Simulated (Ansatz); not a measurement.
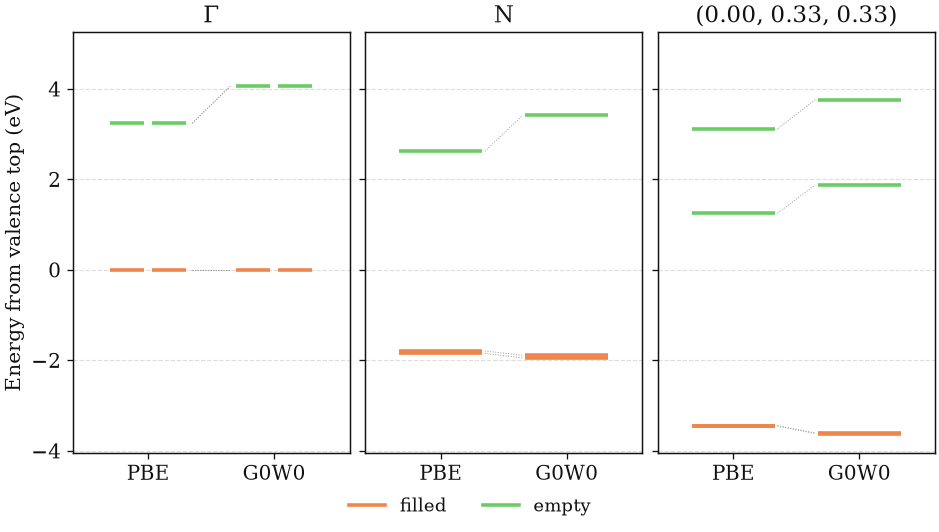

Levels at Γ, N and (0.00, 0.33, 0.33) in PBE and in G0W0, each set counted from its own valence top. Only the states that were corrected are drawn, so degenerate partners can be missing. In reduced coordinates of the cell that was run, N is (0, 0.5, 0).

System: tetragonally strained zincblende BAs, space group I-4m2, 2 atoms in the primitive cell, relaxed with r2SCAN; a = 3.383 Å, c = 4.806 Å (tetragonal axes). Starting point: PBE, Ansatz PAW set, no spin polarisation, no spin-orbit coupling, 6×6×6 k mesh, 420 eV cutoff, fixed occupations (Ansatz). Many-body step: G0W0 with empty bands 114, screening cutoff 150 eV and frequency treatment contour deformation.

What does G0W0 do to the gap?

Over the k points that were corrected, the smallest gap goes from 1.25 eV in PBE (Γ to (0.00, 0.33, 0.33)) to 1.88 eV in G0W0 (Γ to (0.00, 0.33, 0.33)), a change of +0.63 eV (+50 %).

Is the correction a rigid shift of the empty levels?

Counted from the valence top, the lowest empty level moves by +0.82 eV at Γ, +0.80 eV at N and +0.63 eV at (0.00, 0.33, 0.33); over the 10 points that were corrected the shifts run from +0.55 to +0.84 eV: a spread of 0.29 eV on a mean of 0.71 eV, so one scissor shift doesn't describe this level. Only two empty levels a point were corrected, so a higher one could drop under them. The top filled level also moves against the valence top, by −0.18 eV at X.

What are the quasiparticle weights at the band edges?

The quasiparticle weight (renormalisation factor) lies between 0.76 and 0.80 for the top filled and first empty levels.

| k point | PBE direct gap (eV) | G0W0 direct gap (eV) |
| --- | --- | --- |
| Γ | 3.24 | 4.06 |
| N | 4.42 | 5.31 |
| (0.00, 0.33, 0.33) | 4.70 | 5.49 |

Spin-orbit coupling is left out, which matters for As. The k mesh is thin for GW. Bands, cutoffs and mesh are finite, so these values aren't at the basis limit.
